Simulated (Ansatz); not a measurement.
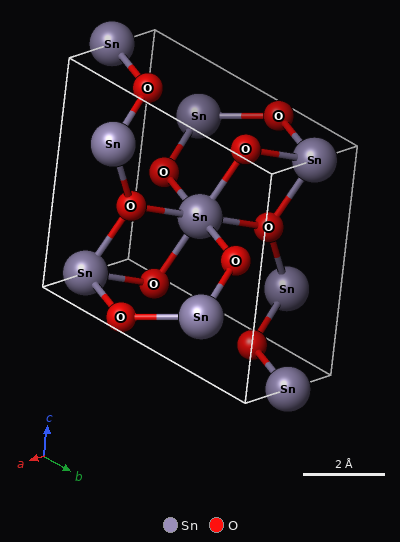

**Figure 1.** The input geometry (ball-and-stick view of the cell of the calculation, seen slightly off an axis). An atom can appear more than once, as a periodic image. Near neighbours in the periodic cell (some may lie outside the picture): Sn has 6 O at 2.09 Å; O has 3 Sn at 2.09 Å.

SnO₂: band-structure calculation

SnO₂ (P4₂/mnm, 12 atoms in the cell), computed with DFT PBEsol, scalar-relativistic, plane waves, PAW, no spin polarisation (Ansatz 0.2.0).

The structure was made by a generator, so it may or may not be a known phase.

**Output**
```
Warning: the atoms were moved onto the symmetric positions of the space group found under crystal.symmetry.tolerance 1.0e-5 (fractional; no operation is sought that the atoms, as they stand in a round, miss by more than twice it, and no atom is moved by as much as it), and the run uses the moved positions. Before a round's move an operation carried an atom to 3.48e-5 Å from where it should land, the largest such distance. Atom 5 (counting from 0) moved farthest, by 1.74e-5 Å; the longest move in fractions of the cell, of whichever atom, is 0.36 of the tolerance, in 1 round. To run the atoms as typed, lower crystal.symmetry.tolerance until the operations that they miss are no longer found, or set crystal.symmetry.detect: false (a key that needs symmetry detection or time reversal refuses this as the deck is read). The positions used, in the order of the run's atom list: position: [1.0, 0.75, 0.25]; position: [4.7077032417209945e-18, 0.25, 0.75]; position: [0.5, 0.0, 0.0]; position: [0.5, 0.5, 0.5]; position: [0.1934204716, 0.6934204716000001, 1.3528069079716838e-17]; position: [0.693422228725, 0.25, 0.443422228725]; position: [0.1934204716, 0.19342047160000003, 0.5]; position: [0.306577771275, 0.25, 0.05657777127500001]; position: [0.693422228725, 0.75, 0.943422228725]; position: [0.306577771275, 0.75, 0.556577771275]; position: [0.8065795284, 0.8065795284, 0.5]; position: [0.8065795284, 0.30657952839999997, 1.0];
Warning: 16 symmetry operations that the atoms keep within the bar at which the run's group was sought (crystal.symmetry.tolerance 1.0e-5, or twice it) were not taken beside the 16 unitary ones that the detection took (of a slab, those that keep its plane). If the more symmetric cell is meant, write the vectors of crystal.lattice to more decimals, or, with the positions in fractional coordinates, give it by lengths and angles (which lays the cell in the standard orientation, to which the deck's other Cartesian keys then refer), with the lengths that are meant to be equal typed equal, the angles likewise, and each angle that the symmetry fixes typed at its exact value (of a frozen-density pass: in the run whose state it reads). The detection then takes those 16 too, where the atoms keep them as a group. The lattice (crystal.lattice as typed, or as saved on a frozen-density pass laid at its state's geometry) misses each of them by more than the tolerance, the farthest off changing a squared length by the fraction 1.8e-5. The run does not impose them: its cell is that one, or, where this deck is also told that its lattice was moved onto its group, that cell laid onto the operations that were taken. If the cell is strained on purpose, what lies past the tolerance is rightly left out.
scf.n_extra_bands = 30 over 52 filled bands (N_el = 104.0): the run solves 82 bands
Engine: ansatz 0.2.0, aarch64-unknown-linux-gnu
Pseudopotentials: kind: paw
Pseudopotential: Sn, paw, valence charge 14, recommended cutoff 420 eV (normal), Sn.paw.azcp
Pseudopotential: O, paw, valence charge 6, recommended cutoff 420 eV (normal), O.paw.azcp
Functional definition: PBEsol
  exchange = pbesol_x
  correlation = pbesol_c
Crystal: 12 atoms, lattice volume = 150.929 Å³
Basis set: ecut = 420 eV, 2975 PW (Γ), exchange–correlation on 80×80×80 points (8 copies of the dense FFT grid, shifted against one another)
Bands: 82, of which v1, the nominal top of the filled ones, is band 52 counted from 1 (51 counted from 0)
Symmetry: 16 space group operations
Space group: Cmmm (ITA 65), of the structure as read, at distance tolerance 5.3e-5 Å
k-points: 46 of 216
Non-local potential: Sn, projectors of the file, l = 0: 2, l = 1: 2, l = 2: 2, l = 3: 2
Non-local potential: O, projectors of the file, l = 0: 2, l = 1: 2, l = 2: 1
PAW form: soft (Blöchl's): semilocal exchange-correlation on the pseudo side does not see the compensation charge
PAW frozen core: Sn, regenerated for the run's functional, and the local potential with it (the file was generated under x = pbe(κ = 0.804, μ = 0.2195149727645171), c = pbe(β = 0.06672455060314922))
PAW frozen core: O, regenerated for the run's functional, and the local potential with it (the file was generated under x = pbe(κ = 0.804, μ = 0.2195149727645171), c = pbe(β = 0.06672455060314922))
PAW one-centre angular grid: Sn, 590 points (default); XC on 64 Gauss nodes
PAW one-centre angular grid: O, 110 points (default); XC on 64 Gauss nodes
Initial density: superposition of atomic densities (neutral atoms: chi_scale 0, normalization atom), corrected by the library's trained network
Initial wavefunctions: pseudopotential atomic-orbital guess
Functional: x = pbesol(κ = 0.804, μ = 0.12345679012345678), c = pbesol(β = 0.046)
SCF iter   1: F=—  HF=-28286.138248 eV  |F-HF|=—  |Δ(HF+E_count)|=         —  Δρ=1.62e-2  dr2=3.20e-1  ethr=1.77e-3  ⟨swp⟩=5.7  Hψ=16164  notcnv=0  defer=468
preconditioner: auto → Resta (q_TF=auto, 2.564 Å⁻¹)  ε∞=2.8  [insulator: Δε(μ)=0.444 eV  Ē_g=22.837 eV  σ=0.020 eV  W_gap=1.00  n_scr=42 (ndim 8)  ℏωp=30.8 eV  f_vac=0.038  D(μ)=0.00/eV (n_scr^D=0)  ε∞_Penn≈2.8]
SCF iter   2: F=—  HF=-28286.049235 eV  |F-HF|=—  |Δ(HF+E_count)|=   8.90e-2  Δρ=3.06e-3  dr2=6.64e-3  ethr=3.08e-4  ⟨swp⟩=2.0  Hψ=5409  notcnv=0  defer=1132
SCF iter   3: F=—  HF=-28286.047592 eV  |F-HF|=—  |Δ(HF+E_count)|=   1.64e-3  Δρ=1.13e-3  dr2=1.28e-3  ethr=6.38e-6  ⟨swp⟩=2.0  Hψ=4938  notcnv=0  defer=1132
SCF iter   4: F=—  HF=-28286.047681 eV  |F-HF|=—  |Δ(HF+E_count)|=   8.95e-5  Δρ=3.01e-4  dr2=1.16e-4  ethr=1.23e-6  ⟨swp⟩=2.7  Hψ=4741  notcnv=0  defer=1132
SCF iter   5: F=—  HF=-28286.047727 eV  |F-HF|=—  |Δ(HF+E_count)|=   4.60e-5  Δρ=3.62e-5  dr2=2.21e-6  ethr=1.11e-7  ⟨swp⟩=2.7  Hψ=4340  notcnv=0  defer=1132
SCF iter   6: F=—  HF=-28286.047746 eV  |F-HF|=—  |Δ(HF+E_count)|=   1.85e-5  Δρ=1.09e-5  dr2=1.53e-7  ethr=2.13e-9  ⟨swp⟩=2.0  Hψ=4402  notcnv=0  defer=1132
SCF iter   7: F=—  HF=-28286.047746 eV  |F-HF|=—  |Δ(HF+E_count)|=   2.90e-8  Δρ=1.15e-5  dr2=1.73e-7  ethr=9.62e-11  ⟨swp⟩=18.3  Hψ=31237  notcnv=0
SCF iter   8: F=-28286.047746 eV  HF=-28286.047746 eV  |F-HF|=4.58e-10  |Δ(HF+E_count)|=   3.29e-8  Δρ=1.20e-6  dr2=2.17e-9  ethr=9.62e-11  ⟨swp⟩=7.6  Hψ=19434  notcnv=0
SCF 1 converged in 8 iterations: F = -28286.047746 eV  dr2 = 2.17e-9
  greatest PAW one-centre occupation: 0.996 electrons in one spin orbital (limit 2), on the Sn atom at site 1 (counted from 0), in its partial waves of l = 2
NSCF: frozen V_eff on 93 k-points
NSCF: frozen V_eff on 125 k-points
SCF converged after 8 iterations
Free energy (F): -28286.047746 eV
Harris-Foulkes:  -28286.047746 eV  (|F-HF|=4.58e-10)
Internal energy: -28286.047746 eV  (E = F + TS)
E sigma→0 (E₀):  -28286.047746 eV
Fermi energy:    8.904944 eV
--- Per-component energies (eV) ---
  E_band       = -321.129399
  E_kinetic    = 2150.196498
  E_local      = -5922.261987  (includes V_loc(G=0)·N_el)
  E_nonlocal   = 276.810618
  E_hartree    = 3033.801459
  E_xc         = -2084.936471
  E_vxc        = -1120.125110  (∫ρ·V_xc dr)
  E_paw        = -17523.933483  (= ΣΔE_a)
  E_vpaw       = -1773.372845  (= ΣTr[D̂ρ^β])
  E_aug_tail   = 0.019640  (compensation charges beyond the density's cutoff)
  E_ewald      = -8217.165683
  E_core_change = 1.421662  (= ΣΔE_core)
  E_smearing   = -0.000000  (= −TS)
  E_closure    = 0.000000  (closes the sum)
  Σ components = -28286.047746   (vs F -28286.047746, Δ=0.00e0)
--- Forces (eV/Å), atoms counted from 1 ---
  atom   1  Sn     0.00000000    -0.00000000    -0.00000000
  atom   2  Sn     0.00000000    -0.00000000     0.00000000
  atom   3  Sn     0.00000000    -0.00000000     0.00000000
  atom   4  Sn     0.00000000    -0.00000000     0.00000000
  atom   5  O     -0.00000000     0.00000000    -0.06095600
  atom   6  O     -0.00000000    -0.06132487     0.00000000
  atom   7  O     -0.00000000    -0.00000000    -0.06095600
  atom   8  O      0.00000000     0.06132487     0.00000000
  atom   9  O     -0.00000000    -0.06132487     0.00000000
  atom  10  O      0.00000000     0.06132487     0.00000000
  atom  11  O      0.00000000    -0.00000000     0.06095600
  atom  12  O      0.00000000    -0.00000000     0.06095600
  max |Σ_I F_I| component: 3.47e-17 eV/Å
--- Stress (GPa, compression-positive) ---
       -6.426420       0.000000       0.000000
        0.000000      -5.477929      -0.000000
        0.000000      -0.000000      -5.481390
  P = ⅓ Tr σ = -5.7952 GPa (-57.952 kbar)
--- Band table (eV; the first three rows and the last of 46) ---
  k-point 0: bands = ["-12.3666", "-12.1555", "-12.1555", "-11.7293", "-11.7293", "-11.7066", "-11.4926", "-11.4709", "-11.4708", "-11.3926", "-11.3631", "-11.3600", "-11.3599", "-11.3062", "-11.3062", "-11.2918", "-11.2648", "-11.2647", "-11.2633", "-11.2632", "-10.0085", "-8.2605", "-8.2604", "-8.2586", "-8.2585", "-7.0264", "-7.0262", "-6.7229", "0.5618", "0.7696", "0.7696", "3.7606", "3.7606", "4.6533", "4.6533", "4.7832", "5.6534", "6.0620", "6.0621", "6.1455", "6.1455", "6.5997", "6.6111", "7.3418", "7.3419", "7.6810", "7.6810", "7.8249", "7.8250", "7.8621", "7.8621", "8.6125", "9.1974", "12.8671", "12.8672", "14.2008", "14.5195", "14.5195", "17.0568", "17.0570", "18.5826", "18.6072", "19.0458", "19.0458", "19.0885", "19.0885", "19.9718", "19.9721", "20.6519", "20.6974", "21.2400", "21.2401", "22.9004", "23.4064", "23.4065", "23.7034", "23.7036", "24.8890", "25.5946", "25.5946", "26.9898", "27.0741"]
  k-point 1: bands = ["-12.3191", "-12.1705", "-12.1180", "-11.7513", "-11.6980", "-11.6755", "-11.5329", "-11.5275", "-11.4785", "-11.4023", "-11.3581", "-11.3559", "-11.3549", "-11.3078", "-11.3063", "-11.2939", "-11.2851", "-11.2834", "-11.2723", "-11.2716", "-9.9274", "-8.3882", "-8.2695", "-8.1841", "-8.1691", "-7.1073", "-7.0269", "-6.7847", "0.6530", "0.9332", "1.0273", "3.9434", "3.9465", "4.3827", "4.7172", "4.8631", "5.0583", "5.7609", "5.9443", "5.9493", "6.0825", "6.6795", "6.8992", "7.0696", "7.1222", "7.6298", "7.6453", "7.6861", "7.7907", "7.8245", "7.8804", "8.5073", "10.0381", "13.0113", "13.0859", "14.2156", "14.9011", "14.9082", "16.9219", "17.2222", "18.0042", "18.6852", "18.9299", "19.0895", "19.3369", "19.3443", "19.8749", "19.9597", "20.5709", "20.6681", "21.0305", "21.2397", "22.6032", "22.7487", "23.1704", "23.1711", "24.3484", "24.6852", "25.7388", "25.7454", "25.8911", "25.9105"]
  k-point 2: bands = ["-12.1999", "-12.1587", "-12.0108", "-11.8203", "-11.7835", "-11.6732", "-11.5888", "-11.5825", "-11.4454", "-11.4006", "-11.3586", "-11.3455", "-11.3412", "-11.3351", "-11.3164", "-11.3138", "-11.3051", "-11.3002", "-11.2900", "-11.2891", "-9.6728", "-8.7691", "-8.2257", "-8.0807", "-7.9343", "-7.3271", "-7.0076", "-6.9074", "0.9366", "1.2675", "1.7153", "3.6381", "4.1508", "4.4555", "4.4657", "4.7780", "4.9188", "5.1197", "5.6347", "5.8209", "5.9331", "6.3434", "6.6531", "7.0456", "7.3277", "7.3389", "7.5032", "7.5945", "7.7638", "7.8549", "7.9445", "8.3109", "11.3800", "13.1109", "13.6367", "14.2891", "15.7762", "15.8340", "16.7338", "17.3910", "17.4971", "17.9048", "18.8085", "19.0393", "19.5081", "19.5960", "19.9442", "20.3338", "20.4820", "20.5999", "20.6632", "20.9892", "21.7850", "22.1774", "22.6059", "22.9791", "23.5270", "24.4603", "24.8851", "25.7154", "26.0259", "26.1452"]
  k-point 45: bands = ["-12.1451", "-12.1450", "-12.1273", "-12.1272", "-11.7154", "-11.7154", "-11.4729", "-11.4728", "-11.4689", "-11.4688", "-11.3580", "-11.3579", "-11.3213", "-11.3212", "-11.3112", "-11.3112", "-11.2699", "-11.2698", "-11.2624", "-11.2623", "-8.4169", "-8.4168", "-8.3764", "-8.3763", "-8.3664", "-8.3663", "-6.9540", "-6.9539", "1.4787", "1.4788", "3.0395", "3.0396", "4.4776", "4.4777", "4.8091", "4.8091", "4.8551", "4.8551", "5.6655", "5.6657", "5.9997", "5.9998", "6.7057", "6.7057", "7.0578", "7.0578", "7.2691", "7.2692", "7.4135", "7.4136", "7.7482", "7.7483", "12.8126", "12.8128", "14.1295", "14.1297", "15.6357", "15.6358", "17.8106", "17.8106", "18.7740", "18.7740", "18.9211", "18.9215", "18.9605", "18.9608", "20.5941", "20.5942", "20.7192", "20.7193", "20.9221", "20.9221", "21.6114", "21.6115", "21.8886", "21.8887", "22.7075", "22.7076", "25.3680", "25.3681", "26.0426", "26.0427"]
--- Löwdin populations: 12 sites ---
  site symbol       q [e]
     0     Sn     12.3194
     1     Sn     12.3194
     2     Sn     12.3194
     3     Sn     12.3194
     4      O      6.7745
     5      O      6.7745
     6      O      6.7745
     7      O      6.7745
     8      O      6.7745
     9      O      6.7745
    10      O      6.7745
    11      O      6.7745
  spilling = 0.005059 (of n_electrons = 104.000000)
```

**File populations.tsv**
```
# site	symbol	l	j	q
# orbitals = lowdin
# n_electrons = 104.000000
# spilling = 0.005059
0	Sn	0_5S	-	0.905083
0	Sn	1_5P	-	1.420823
0	Sn	2_4D	-	9.993504
1	Sn	0_5S	-	0.905083
1	Sn	1_5P	-	1.420823
1	Sn	2_4D	-	9.993504
2	Sn	0_5S	-	0.905092
2	Sn	1_5P	-	1.420820
2	Sn	2_4D	-	9.993504
3	Sn	0_5S	-	0.905092
3	Sn	1_5P	-	1.420820
3	Sn	2_4D	-	9.993504
4	O	0_2S	-	1.729102
4	O	1_2P	-	5.045428
5	O	0_2S	-	1.729098
5	O	1_2P	-	5.045423
6	O	0_2S	-	1.729102
6	O	1_2P	-	5.045428
7	O	0_2S	-	1.729098
7	O	1_2P	-	5.045423
8	O	0_2S	-	1.729098
8	O	1_2P	-	5.045423
9	O	0_2S	-	1.729098
9	O	1_2P	-	5.045423
10	O	0_2S	-	1.729102
10	O	1_2P	-	5.045428
11	O	0_2S	-	1.729102
11	O	1_2P	-	5.045428
```

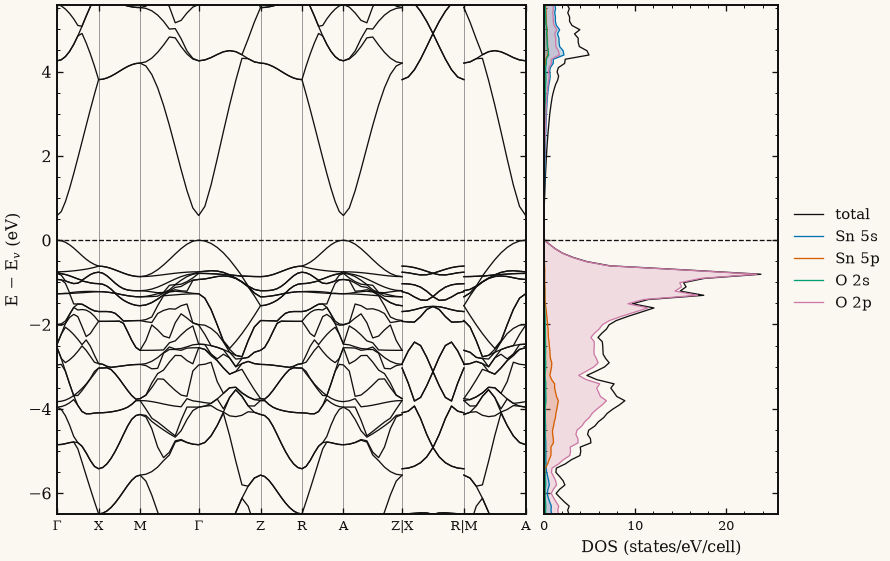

**Figure 2.** Band structure along Γ–X–M–Γ–Z–R–A–Z|X–R|M–A and density of states (projected on Löwdin-orthogonalised atomic shells), with energies from the valence-band top. There is a gap of 0.58 eV on this path, direct, at Γ.

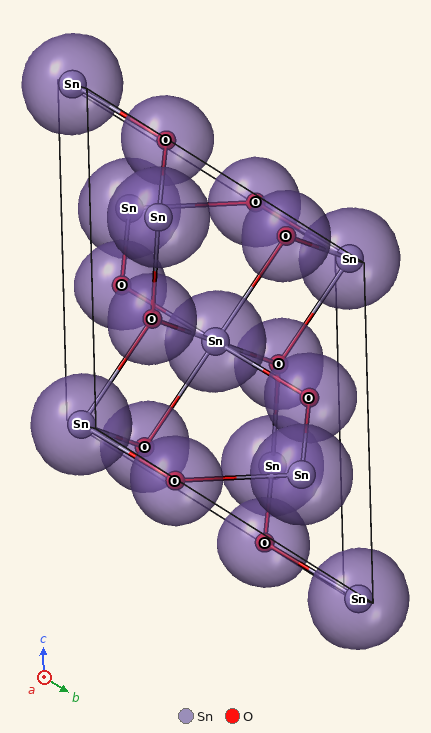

**Figure 3.** Isosurface of the valence pseudo-density at 1 e/Å³ (purple), seen at an oblique angle. Sticks mark near contacts. The outline is the calculation cell. At this value the density breaks into separate islands; it holds about 70 % of the electrons treated as valence (semicore included). It is pinched off along the Sn–O (2.09 Å) contacts. On the grid the lowest density along these lines, outside the cores, is 0.63 e/Å³ (Sn–O, 2.09 Å). Core electrons are frozen (PAW), so the fields are smoothed inside the atomic spheres.

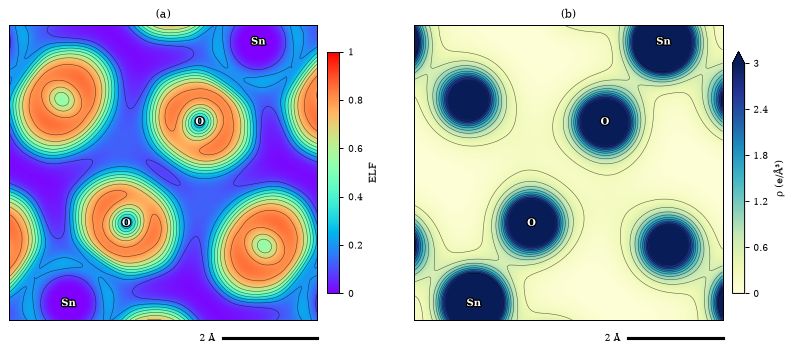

**Figure 4.** (a) ELF; (b) valence electron density on the (010) plane of the calculation cell. Sn–O (2.09 Å): the density is about 0.62 e/Å³ at the midpoint; the ELF is about 0.25 at the midpoint. Away from the nuclei the density in this plane falls to 0.03 e/Å³ at its lowest.

The run was set up as follows.

**The input**
```yaml
crystal:
  lattice:
    - [-3.238253951, 3.4134894693, 3.4135207876]
    - [3.238253951, -3.4134894693, 3.4135207876]
    - [3.238253951, 3.4134894693, -3.4135207876]
  atoms:
    - { symbol: Sn, position: [0.9999994768, 0.7499994768, 0.25] }
    - { symbol: Sn, position: [5.232e-07, 0.2500005232, 0.75] }
    - { symbol: Sn, position: [0.5, 0.0, 0.0] }
    - { symbol: Sn, position: [0.5, 0.5, 0.5] }
    - { symbol: O, position: [0.1934204716, 0.6934207181, 2.465e-07] }
    - { symbol: O, position: [0.6934247751, 0.2500025463, 0.4434222287] }
    - { symbol: O, position: [0.1934204716, 0.1934202251, 0.4999997535] }
    - { symbol: O, position: [0.3065803176, 0.2500025463, 0.0565777713] }
    - { symbol: O, position: [0.6934196824, 0.7499974537, 0.9434222287] }
    - { symbol: O, position: [0.3065752249, 0.7499974537, 0.5565777713] }
    - { symbol: O, position: [0.8065795284, 0.8065797749, 0.5000002465] }
    - { symbol: O, position: [0.8065795284, 0.3065792819, 0.9999997535] }
basis:
  ecutwfc: 420
kpoints:
  mp_grid: { grid: [6, 6, 6] }
  band_path:
    path:
      - [[0.0, 0.0, 0.0], [0.0, -0.5, 0.5], [-0.5, -0.50000459, 0.50000459], [0.0, 0.0, 0.0], [-0.5, 0.5, 0.5], [-0.5, 0.0, 1.0], [-1.0, -4.59e-06, 1.00000459], [-0.5, 0.5, 0.5]]
      - [[0.0, -0.5, 0.5], [-0.5, 0.0, 1.0]]
      - [[-0.5, -0.50000459, 0.50000459], [-1.0, -4.59e-06, 1.00000459]]
    npoints: 10
hamiltonian:
  xc: pbesol
scf:
  occupations: { method: gaussian, width: 0.02 }
  n_extra_bands: 30
output:
  forces: true
  stress: true
  eigenvalues: true
  populations: true
  dos: { projected: true, de: 0.02, nscf_kmesh: { grid: [9, 9, 9] } }
  bader: false
  write_density: true
  write_potential: true
  elf: true
  volumetric_format: npy
```

Launch command:
```bash
ansatz run input.yaml --threads 1 --pin off --max-ram 2560MiB --backend cpu --events-out ev --progress --plain --runs-dir out
```

**Results in brief**

| quantity | value |
| --- | --- |
| outcome | converged |
| space group (tolerance 0.01 Å) | P4₂/mnm (136) |
| electrons treated | 104 |
| free energy | −28286.0477 eV |
| Fermi energy | 8.905 eV |
| gap on the k-point mesh | 0.58 eV |
| gap on the band path | 0.58 eV |
| pressure | −5.80 GPa |
| largest force (length of the vector) | 0.061 eV/Å |
| hardware | 1 thread of Arm Neoverse V1, 24 GiB of memory available, shared host |
| wall time | 2.9 min |
| peak memory | 1 GiB |

**Remarks**

The program warns: near-symmetries of the structure were not used; the structure was made exactly symmetric. The cell is under a tension of 5.8 GPa at this level, so it is not at its equilibrium volume.
